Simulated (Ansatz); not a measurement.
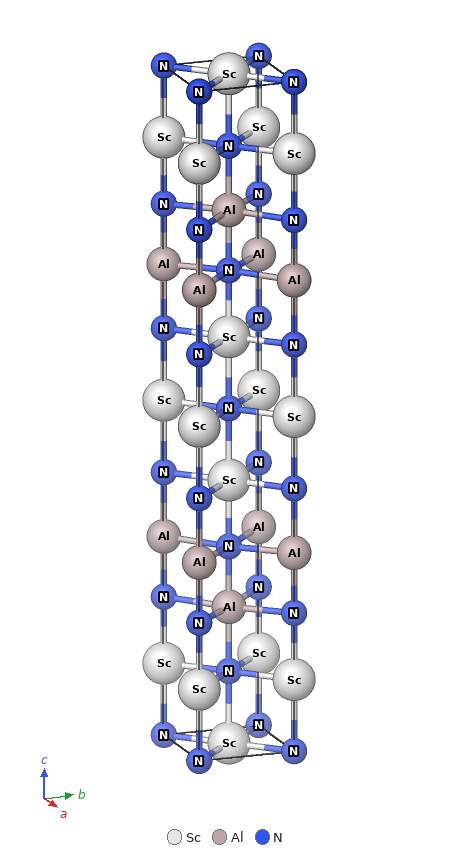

Figure: ball-and-stick view slightly off an axis. Thin lines show the conventional unit cell, with boundary atoms drawn in all their periodic places. Cell: a = 3.12 Å, b = 3.12 Å, c = 21.44 Å, α = 90.00°, β = 90.00°, γ = 90.00°.

Provenance: a structure type filled with these elements by a generator (whether the compound takes this form wasn't checked). Earlier steps of the study, as a rule a relaxation of our own, may have changed the cell and positions, so they can lie some per cent off the listed ones. Ansatz was used for an electronic-structure calculation on it.

Describe the crystal.

Answer. Chemical formula Sc3Al2N5. The symmetry is that of I4/mmm (No. 139), on a body-centred tetragonal lattice. The cell has 20 atoms, namely 6 Sc, 4 Al, 10 N. Sc is coordinated by six N in a distorted octahedral arrangement at about 2.1 to 2.3 Å. The neighbours of Al are six N in a distorted octahedral arrangement at about 1.9 to 2.2 Å. N takes three kinds of site: 2a with six Sc in an octahedral arrangement at about 2.2 to 2.3 Å; 4e with five Sc and one Al in a distorted octahedral arrangement (about 2.2 to 2.3 Å to Sc, 2.1 Å to Al); 4e with five Al and one Sc in a distorted octahedral arrangement (about 1.9 to 2.2 Å to Al, 2.1 Å to Sc). The bonds build a three-dimensional framework.

Computed with DFT PBE, scalar-relativistic, plane waves, PAW in Ansatz 0.2.0. Settings: an energy cutoff of 420 eV, k-points about 0.18 Å⁻¹ apart, Gaussian smearing of 0.01 eV, no spin polarisation.

Classify it as metallic or gapped, with the value.

Answer. A semiconductor at this level, with a gap of 0.15 eV, direct.

State the Bader charges by element.

Answer. Sc +1.81 e; Al +2.43 e; N -2.30 to -1.81 e.

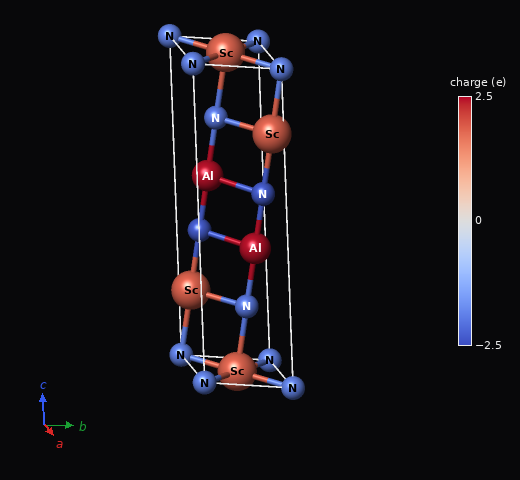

The atoms coloured by those charges. The run's cell of 10 atoms is drawn in a reduced setting, so axes and origin can differ from the first picture.

Is the structure in equilibrium?

Answer. Yes. All forces vanish to within 0.01 eV/Å. The pressure is 0.0 GPa, close to zero.
